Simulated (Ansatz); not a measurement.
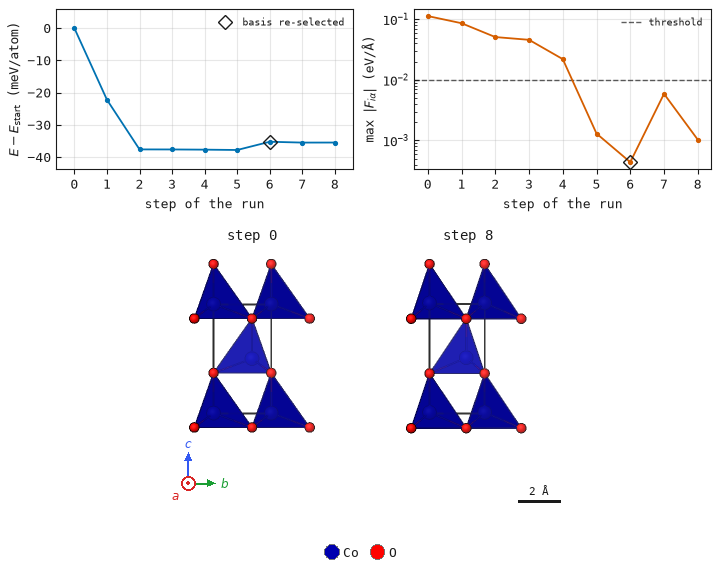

First and last geometry of a relaxation of crystalline CoO (set up in P3m1), with the history of the run. A polyhedral model of the cell of the calculation, seen along the a axis.

Case: relaxed functional: PBEsol.

Theory: DFT PBEsol, scalar-relativistic, plane waves, PAW (Ansatz 0.2.0). Set-up: plane-wave cutoff 420 eV; k-point mesh 18 × 18 × 8; occupations gaussian; smearing width 0.1 eV; collinear spin; cell and atoms relaxed; force threshold 0.01 eV/Å; at most 60 steps.

What do the curves and the structures tell?

The run was cut off at its time limit before the program reported convergence, but its last step already meets the force threshold: the largest component is 0.001 eV/Å against 0.01 eV/Å. The pressure is within 0.01 GPa of its target. After 7 accepted moves (8 points after the start) the energy has fallen by 35.4 meV per atom. The largest force component goes from 0.11 to 0.001 eV/Å. The pressure goes from −9.78 to 0.00 GPa. The SCF was repeated once at an unchanged geometry on a basis and grid sized afresh for the cell, which shifted the energy by 2.6 meV per atom at most. The largest moves relative to the cell, 0.032 Å, are those of Co and O atoms. By element the largest moves are Co 0.032 Å, O 0.032 Å. The volume changes by −8.5 %, with a = b 3.198 → 3.051 Å (−4.6 %), c 5.229 → 5.252 Å (+0.5 %). Some distances before and after: Co–O 1.925 → 1.870 Å, Co–O 1.971 → 1.917 Å. Among the angles between lasting bonds that change: Co–O–Co 108.5° → 105.5°, O–Co–O 108.4° → 105.5°, Co–O–Co 110.5° → 113.2°. The space group stays P6_3mc (No. 186). Cost: 15 min on 1 thread of Arm Neoverse V1, on a shared host, peak memory 0.81 GiB.
